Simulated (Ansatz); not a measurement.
**Geometry relaxation, with input and output: Cs**

The run: geometry relaxation of Cs (P6₃/mmc, 2 atoms in the cell). Method and program: DFT, PBEsol, dispersion d3bjatm, plane waves, PAW (Ansatz 0.2.0).

The structure was built on a prototype by a generator; it need not be a known phase. The run did not end well. Figures and captions count atoms from 1; the log counts them from 0 in places.

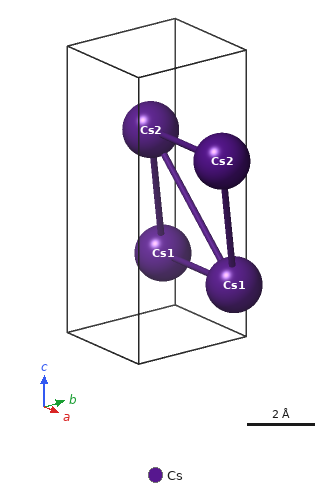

Figure 1. The starting structure (ball-and-stick view of the cell of the calculation, repeated 2 × 1 × 1, seen slightly off an axis; atoms are numbered from 1 in the order of the input). An atom can appear more than once, as a periodic image.

### Input
```yaml
crystal:
  lattice:
    - [5.3998380542, 0.0, 0.0]
    - [-2.6999190271, 4.6763969313, 0.0]
    - [0.0, 0.0, 8.7477376479]
  atoms:
    - { symbol: Cs, position: [0.3333333333, 0.6666666667, 0.25] }
    - { symbol: Cs, position: [0.6666666667, 0.3333333333, 0.75] }
  symmetry: { detect: false }
kpoints:
  mp_grid: { grid: [8, 8, 5] }
scf:
  occupations: { method: fermi_dirac, width: 0.08 }
hamiltonian:
  xc: pbesol
  pseudopotentials: { kind: paw }
  dispersion: d3bjatm
output:
  forces: true
  stress: true
relax:
  f_tol: 0.005
  max_steps: 40
  cell: {}
```

Hardware: 1 thread of Arm Neoverse V1, 24 GiB of memory available, shared host.

Launch command:
```bash
ansatz run input.yaml --threads 1 --pin off --max-ram 2048MiB --backend cpu --events-out ev --progress --plain --runs-dir out
```

### The program's output
```
the start keeps a symmetry that the run doesn't impose, so 2 atoms are moved at random by 1.00e-2 Å, to let the relaxation leave a saddle point. relax.escape_saddle: false keeps them in place
Engine: ansatz 0.2.0, aarch64-unknown-linux-gnu
Pseudopotentials: kind: paw
Pseudopotential: Cs, paw, valence charge 9, recommended cutoff 420 eV (normal), Cs.paw.azcp
Functional definition: PBEsol
  exchange = pbesol_x
  correlation = pbesol_c
Crystal: 2 atoms, lattice volume = 220.896 Å³
Basis set: ecut = 420 eV, 4259 PW (Γ), exchange–correlation on 80×80×120 points (8 copies of the dense FFT grid, shifted against one another)
Bands: 13, of which v1, the nominal top of the filled ones, is band 9 counted from 1 (8 counted from 0)
Symmetry: 1 space group operations
k-points: 162 of 320 (time reversal used)
Non-local potential: Cs, projectors of the file, l = 0: 3, l = 1: 2, l = 2: 2, l = 3: 2
PAW form: soft (Blöchl's): semilocal exchange-correlation on the pseudo side does not see the compensation charge
PAW frozen core: Cs, regenerated for the run's functional, and the local potential with it (the file was generated under x = pbe(κ = 0.804, μ = 0.2195149727645171), c = pbe(β = 0.06672455060314922))
PAW one-centre angular grid: Cs, 194 points (default); XC on 64 Gauss nodes
Initial density: superposition of atomic densities (neutral atoms: chi_scale 0, normalization atom), corrected by the library's trained network
Initial wavefunctions: pseudopotential atomic-orbital guess
Functional: x = pbesol(κ = 0.804, μ = 0.12345679012345678), c = pbesol(β = 0.046)
SCF iter   1: F=—  HF=-11171.845495 eV  |F-HF|=—  |Δ(HF+E_count)|=         —  Δρ=4.59e-4  dr2=4.01e-4  ethr=1.77e-3  ⟨swp⟩=6.6  Hψ=14072  notcnv=0
preconditioner: auto → Kerker (q_TF=auto, 1.796 Å⁻¹)  [metal: Δε(μ)=0.026 eV  Ē_g=1.699 eV  σ=0.080 eV  W_gap=0.08  n_scr=22 (ndim 8)  ℏωp=3.5 eV  f_vac=0.000  D(μ)=2.80/eV (n_scr^D=10)]
SCF iter   2: F=—  HF=-11171.845923 eV  |F-HF|=—  |Δ(HF+E_count)|=   4.27e-4  Δρ=3.04e-4  dr2=1.90e-4  ethr=2.23e-6  ⟨swp⟩=2.8  Hψ=5129  notcnv=0
SCF iter   3: F=—  HF=-11171.846083 eV  |F-HF|=—  |Δ(HF+E_count)|=   1.61e-4  Δρ=9.28e-5  dr2=4.19e-5  ethr=1.05e-6  ⟨swp⟩=2.2  Hψ=3602  notcnv=0
SCF iter   4: F=—  HF=-11171.846107 eV  |F-HF|=—  |Δ(HF+E_count)|=   2.36e-5  Δρ=4.07e-5  dr2=1.61e-5  ethr=2.33e-7  ⟨swp⟩=1.0  Hψ=2106  notcnv=0
SCF iter   5: F=—  HF=-11171.846108 eV  |F-HF|=—  |Δ(HF+E_count)|=   1.16e-6  Δρ=9.40e-6  dr2=2.94e-7  ethr=8.93e-8  ⟨swp⟩=2.0  Hψ=3589  notcnv=0
SCF iter   6: F=-11171.846108 eV  HF=-11171.846108 eV  |F-HF|=1.21e-8  |Δ(HF+E_count)|=   2.50e-7  Δρ=1.67e-6  dr2=8.61e-9  ethr=5.56e-10  ⟨swp⟩=4.1  Hψ=7338  notcnv=0
SCF 1 converged in 6 iterations: F = -11171.846108 eV  dr2 = 8.61e-9
  greatest PAW one-centre occupation: 0.931 electrons in one spin orbital (limit 2), on the Cs atom at site 1 (counted from 0), in its partial waves of l = 0
relax step   1: F+E_penalty+E_count = -11171.84610838 eV  Δ(F+E_penalty+E_count) = +0.000e0 eV  max|allowed force component| = 2.118e-3 eV/Å  Δτ_max = 0.0000 Å  P = -0.188 GPa  Ω = 220.896 Å³  (6 SCF iters, dr2 threshold 1.00e-7 eV, accepted)
Crystal: 2 atoms, lattice volume = 219.319 Å³
Basis set: ecut = 420 eV, 4247 PW (Γ), exchange–correlation on 80×80×120 points (8 copies of the dense FFT grid, shifted against one another)
Initial density: handed on by an earlier stage of this run
Initial wavefunctions: those handed on with the density
iter 1 solved again at ethr=6.84e-8 eV; its pass at ethr=3.10e-3 eV (dr2=1.23e-5 eV) is discarded
SCF iter   1: F=—  HF=-11171.847906 eV  |F-HF|=—  |Δ(HF+E_count)|=         —  Δρ=2.16e-5  dr2=2.61e-6  ethr=6.84e-8  ⟨swp⟩=3.0  Hψ=18516  notcnv=0
preconditioner: auto → Kerker (q_TF=auto, 1.799 Å⁻¹)  [metal: Δε(μ)=0.025 eV  Ē_g=1.702 eV  σ=0.080 eV  W_gap=0.08  n_scr=22 (ndim 8)  ℏωp=3.5 eV  f_vac=0.000  D(μ)=2.81/eV (n_scr^D=10)]
SCF iter   2: F=—  HF=-11171.847906 eV  |F-HF|=—  |Δ(HF+E_count)|=   2.42e-7  Δρ=1.37e-5  dr2=1.23e-6  ethr=1.45e-8  ⟨swp⟩=1.0  Hψ=2106  notcnv=0
SCF iter   3: F=-11171.847905 eV  HF=-11171.847905 eV  |F-HF|=1.86e-9  |Δ(HF+E_count)|=   8.85e-7  Δρ=3.81e-6  dr2=6.34e-8  ethr=5.24e-10  ⟨swp⟩=3.9  Hψ=9626  notcnv=0
SCF 2 converged in 3 iterations: F = -11171.847905 eV  dr2 = 6.34e-8
relax step   2: F+E_penalty+E_count = -11171.84790478 eV  Δ(F+E_penalty+E_count) = -1.796e-3 eV  max|allowed force component| = 1.886e-3 eV/Å  Δτ_max = 0.0006 Å  P = -0.176 GPa  Ω = 219.319 Å³  energy of the carried Pulay correction = +1.965e-6 eV  (3 SCF iters, dr2 threshold 9.43e-8 eV, accepted)
Crystal: 2 atoms, lattice volume = 197.818 Å³
Basis set: ecut = 420 eV, 3875 PW (Γ), exchange–correlation on 80×80×120 points (8 copies of the dense FFT grid, shifted against one another)
iter 1 solved again at ethr=2.94e-6 eV; its pass at ethr=3.10e-3 eV (dr2=5.30e-4 eV) is discarded
SCF iter   1: F=—  HF=-11171.859475 eV  |F-HF|=—  |Δ(HF+E_count)|=         —  Δρ=3.67e-4  dr2=7.12e-4  ethr=2.94e-6  ⟨swp⟩=3.0  Hψ=20292  notcnv=0
preconditioner: auto → Kerker (q_TF=auto, 1.830 Å⁻¹)  [metal: Δε(μ)=0.061 eV  Ē_g=1.728 eV  σ=0.080 eV  W_gap=0.19  n_scr=22 (ndim 8)  ℏωp=3.7 eV  f_vac=0.000  D(μ)=2.92/eV (n_scr^D=22)]
SCF iter   2: F=—  HF=-11171.859231 eV  |F-HF|=—  |Δ(HF+E_count)|=   2.44e-4  Δρ=2.32e-4  dr2=3.28e-4  ethr=2.94e-6  ⟨swp⟩=1.2  Hψ=2427  notcnv=0
SCF iter   3: F=—  HF=-11171.859070 eV  |F-HF|=—  |Δ(HF+E_count)|=   1.60e-4  Δρ=6.67e-5  dr2=1.48e-5  ethr=1.82e-6  ⟨swp⟩=2.6  Hψ=3398  notcnv=0
SCF iter   4: F=—  HF=-11171.859094 eV  |F-HF|=—  |Δ(HF+E_count)|=   2.40e-5  Δρ=1.52e-5  dr2=8.10e-7  ethr=8.22e-8  ⟨swp⟩=2.3  Hψ=3646  notcnv=0
SCF iter   5: F=—  HF=-11171.859095 eV  |F-HF|=—  |Δ(HF+E_count)|=   2.99e-7  Δρ=5.11e-6  dr2=1.11e-7  ethr=4.50e-9  ⟨swp⟩=2.6  Hψ=3547  notcnv=0
SCF iter   6: F=-11171.859095 eV  HF=-11171.859095 eV  |F-HF|=5.58e-9  |Δ(HF+E_count)|=   4.65e-8  Δρ=1.51e-6  dr2=1.41e-8  ethr=4.62e-10  ⟨swp⟩=4.4  Hψ=7282  notcnv=0
SCF 3 converged in 6 iterations: F = -11171.859095 eV  dr2 = 1.41e-8
  greatest PAW one-centre occupation: 0.931 electrons in one spin orbital (limit 2), on the Cs atom at site 0 (counted from 0), in its partial waves of l = 0
relax step   3: F+E_penalty+E_count = -11171.85909464 eV  Δ(F+E_penalty+E_count) = -1.119e-2 eV  max|allowed force component| = 1.158e-3 eV/Å  Δτ_max = 0.0068 Å  P = +0.024 GPa  Ω = 197.818 Å³  energy of the carried Pulay correction = +3.024e-5 eV  (6 SCF iters, dr2 threshold 8.31e-8 eV, accepted)
Crystal: 2 atoms, lattice volume = 200.209 Å³
Basis set: ecut = 420 eV, 3927 PW (Γ), exchange–correlation on 80×80×120 points (8 copies of the dense FFT grid, shifted against one another)
iter 1 solved again at ethr=1.72e-7 eV; its pass at ethr=3.10e-3 eV (dr2=3.09e-5 eV) is discarded
SCF iter   1: F=—  HF=-11171.859244 eV  |F-HF|=—  |Δ(HF+E_count)|=         —  Δρ=4.87e-5  dr2=1.31e-5  ethr=1.72e-7  ⟨swp⟩=3.0  Hψ=18261  notcnv=0
preconditioner: auto → Kerker (q_TF=auto, 1.826 Å⁻¹)  [metal: Δε(μ)=0.065 eV  Ē_g=1.723 eV  σ=0.080 eV  W_gap=0.20  n_scr=22 (ndim 8)  ℏωp=3.7 eV  f_vac=0.000  D(μ)=2.90/eV (n_scr^D=22)]
SCF iter   2: F=—  HF=-11171.859238 eV  |F-HF|=—  |Δ(HF+E_count)|=   6.19e-6  Δρ=3.12e-5  dr2=6.15e-6  ethr=7.27e-8  ⟨swp⟩=1.0  Hψ=2106  notcnv=0
SCF iter   3: F=—  HF=-11171.859234 eV  |F-HF|=—  |Δ(HF+E_count)|=   3.19e-6  Δρ=1.01e-5  dr2=2.83e-7  ethr=3.42e-8  ⟨swp⟩=2.8  Hψ=3508  notcnv=0
SCF iter   4: F=—  HF=-11171.859256 eV  |F-HF|=—  |Δ(HF+E_count)|=   2.17e-5  Δρ=3.31e-6  dr2=2.50e-8  ethr=1.57e-9  ⟨swp⟩=2.2  Hψ=3635  notcnv=0
SCF iter   5: F=—  HF=-11171.859256 eV  |F-HF|=—  |Δ(HF+E_count)|=  9.00e-10  Δρ=7.70e-7  dr2=2.41e-9  ethr=1.39e-10  ⟨swp⟩=2.7  Hψ=3445  notcnv=0
SCF iter   6: F=—  HF=-11171.859256 eV  |F-HF|=—  |Δ(HF+E_count)|=   1.39e-9  Δρ=1.85e-7  dr2=2.20e-10  ethr=1.34e-11  ⟨swp⟩=2.4  Hψ=3763  notcnv=0
SCF iter   7: F=-11171.859256 eV  HF=-11171.859256 eV  |F-HF|=7.28e-12  |Δ(HF+E_count)|=  9.28e-11  Δρ=5.09e-8  dr2=1.55e-11  ethr=1.00e-12  ⟨swp⟩=4.5  Hψ=9814  notcnv=0
SCF 4 converged in 7 iterations: F = -11171.859256 eV  dr2 = 1.55e-11
relax step   4: F+E_penalty+E_count = -11171.85925617 eV  Δ(F+E_penalty+E_count) = -1.615e-4 eV  max|allowed force component| = 1.530e-4 eV/Å  Δτ_max = 0.0015 Å  P = -0.002 GPa  Ω = 200.209 Å³  energy of the carried Pulay correction = +2.695e-5 eV  (7 SCF iters, accepted)
```

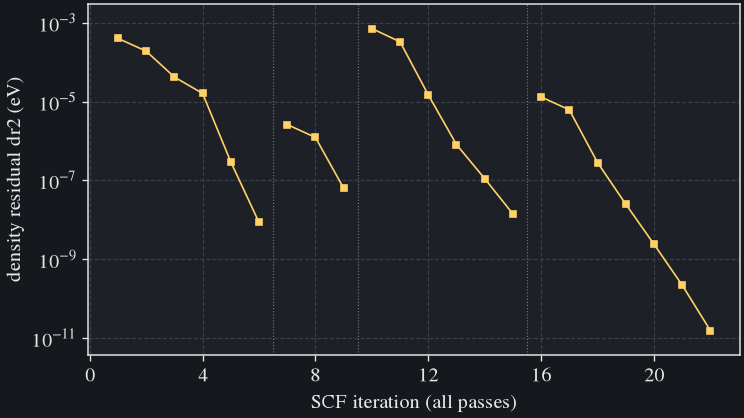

Figure 2. Convergence of the self-consistent field: density residual dr2 against the SCF iteration. The dotted lines part the SCF passes of the relaxation: geometry steps, rejected trials and re-solves on a re-selected basis. The passes take 6, 3, 6 and 7 iterations.

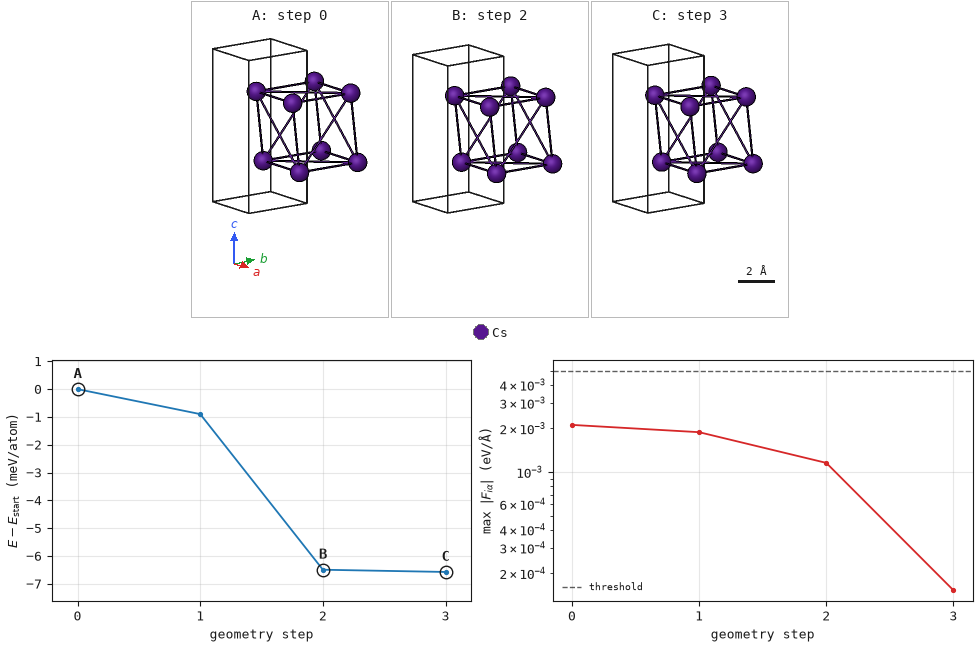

Figure 3. Frames of the relaxation (ball-and-stick view of the cell of the calculation, repeated 2 × 2 × 1, seen slightly off an axis) above the curves, on which the letters mark them (the first geometry is step 0 here and step 1 in the log).

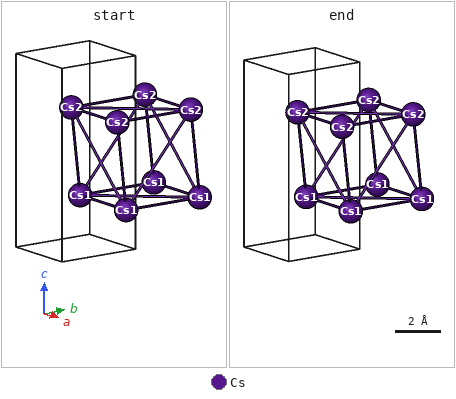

Figure 4. Before (left) and after (right) the relaxation, at one scale (ball-and-stick view of the cell of the calculation, repeated 2 × 2 × 1, seen slightly off an axis). The run was cut off at its time limit before the program reported convergence, but its last step already meets the force threshold: the largest component is 0.00015 eV/Å against 0.005 eV/Å. The pressure is within 0.01 GPa of its target. After 3 geometry steps the energy has fallen by 6.6 meV per atom. Largest force component: 0.0021 eV/Å at the start, 0.00015 eV/Å at the end. The pressure goes from −0.19 to 0.00 GPa. The largest moves relative to the cell, 0.006 Å, are those of Cs1 and Cs2. Cell: a 5.400 → 5.234 Å (−3.1 %), b 5.400 → 5.229 Å (−3.2 %), c 8.748 → 8.451 Å (−3.4 %). Volume −9.4 %. Distances before and after: Cs1–Cs2 5.387 → 5.197 Å, Cs1–Cs1 5.400 → 5.229 Å. The space group (tolerance 0.01 Å) goes from C2/m (No. 12) to Cmcm (No. 63). (Atoms are counted from 1 in the order of the input.)

```
Step cancelled. What follows is not a result of the run: it is the report of the last solve that finished, which converged after 7 SCF iterations.
Free energy (F): -11171.859256 eV
Harris-Foulkes:  -11171.859256 eV  (|F-HF|=7.28e-12)
Internal energy: -11171.801316 eV  (E = F + TS)
E sigma→0 (E₀):  -11171.830286 eV
Entropy (-TS):   -0.057940 eV (-28.970 meV/atom)
Fermi energy:    2.761898 eV
--- Per-component energies (eV) ---
  E_band       = -172.944445
  E_kinetic    = 282.337352
  E_local      = -737.279980  (includes V_loc(G=0)·N_el)
  E_nonlocal   = 62.679434
  E_hartree    = 255.993896
  E_xc         = -342.877794
  E_vxc        = -248.928486  (∫ρ·V_xc dr)
  E_paw        = -9967.195117  (= ΣΔE_a)
  E_vpaw       = -43.740563  (= ΣTr[D̂ρ^β])
  E_aug_tail   = -0.000003  (compensation charges beyond the density's cutoff)
  E_ewald      = -725.491622
  E_disp       = -0.255803  (pairwise vdW)
  E_core_change = 0.288320  (= ΣΔE_core)
  E_smearing   = -0.057940  (= −TS)
  E_closure    = 0.000000  (closes the sum)
  Σ components = -11171.859256   (vs F -11171.859256, Δ=0.00e0)
--- Forces (eV/Å), atoms counted from 1 ---
  atom   1  Cs     0.00000750     0.00015300     0.00010926
  atom   2  Cs    -0.00000750    -0.00015300    -0.00010926
  max |Σ_I F_I| component: 1.01e-9 eV/Å
--- Stress (GPa, compression-positive) ---
       -0.002304      -0.000003      -0.000000
       -0.000003      -0.002259      -0.000005
       -0.000000      -0.000005      -0.003099
  P = ⅓ Tr σ = -0.0026 GPa (-0.026 kbar)
--- Band table (eV; the first three rows and the last of 162) ---
  k-point 0: bands = ["-20.9976", "-20.9852", "-7.9095", "-7.7201", "-7.7194", "-7.6889", "-7.6889", "-7.6848", "0.9431", "2.6976", "3.7204", "5.2110", "5.2223"]
  k-point 1: bands = ["-20.9964", "-20.9864", "-7.8891", "-7.7171", "-7.7165", "-7.7074", "-7.6919", "-7.6918", "1.0660", "2.4332", "3.8897", "5.1190", "5.1765"]
  k-point 2: bands = ["-20.9933", "-20.9895", "-7.8346", "-7.7653", "-7.7093", "-7.7089", "-7.6997", "-7.6994", "1.4123", "1.9129", "4.2484", "4.6964", "5.1772"]
  k-point 161: bands = ["-20.9846", "-20.9833", "-7.9007", "-7.8876", "-7.7555", "-7.7504", "-7.7350", "-7.7343", "2.8116", "2.9430", "3.7402", "3.8467", "4.3893"]
End of that report.
Error: SIGTERM received: cancelled by the caller after 4 completed ionic steps
```

### Trajectory as extended XYZ (Å, eV, eV/Å), 4 frames, from step=1 to step=4
```
2
Lattice="5.3998 0.0000 0.0000 -2.6999 4.6764 0.0000 0.0000 0.0000 8.7477" Properties=species:S:1:pos:R:3:forces:R:3 step=1 energy=-11171.84611 pressure_GPa=-0.19
Cs    0.0009    3.1079    2.1849    0.0000   0.0009   0.0021
Cs    2.7018    1.5676    6.5651    0.0000  -0.0009  -0.0021
2
Lattice="5.3875 0.0000 0.0000 -2.6937 4.6653 0.0000 0.0000 0.0000 8.7258" Properties=species:S:1:pos:R:3:forces:R:3 step=2 energy=-11171.84791 pressure_GPa=-0.18
Cs    0.0009    3.1009    2.1798    0.0000   0.0008   0.0019
Cs    2.6956    1.5636    6.5482    0.0000  -0.0008  -0.0019
2
Lattice="5.2135 0.0002 0.0000 -2.6066 4.5089 0.0000 0.0000 0.0000 8.4149" Properties=species:S:1:pos:R:3:forces:R:3 step=3 energy=-11171.85909 pressure_GPa=0.02
Cs    0.0013    3.0023    2.1061    0.0000   0.0001  -0.0012
Cs    2.6083    1.5060    6.3110    0.0000  -0.0001   0.0012
2
Lattice="5.2335 0.0002 0.0000 -2.6166 4.5269 0.0000 0.0000 0.0000 8.4505" Properties=species:S:1:pos:R:3:forces:R:3 step=4 energy=-11171.85926 pressure_GPa=-0.00
Cs    0.0012    3.0138    2.1136    0.0000   0.0002   0.0001
Cs    2.6183    1.5124    6.3391    0.0000  -0.0002  -0.0001
```

### What the run reported

```json
{"quantity": "outcome", "value": "stopped at the time limit"}
{"quantity": "space group (tolerance 0.01 Å)", "value": "P6₃/mmc (194) → Cmcm (63)"}
{"quantity": "final cell", "value": "a = 5.234 Å, b = 5.229 Å, c = 8.451 Å, α = 90.00°, β = 90.00°, γ = 120.03°"}
{"quantity": "wall time", "value": "2.1 min"}
{"quantity": "peak memory", "value": "0.79 GiB"}
```

### What went wrong

Settings chosen away from the usual ones: crystal.symmetry = {"detect": false}, hamiltonian.dispersion = "d3bjatm". The run was cut off by its time limit, so the output is incomplete. Notes on the run: cancelled by the caller after 4 completed ionic steps.
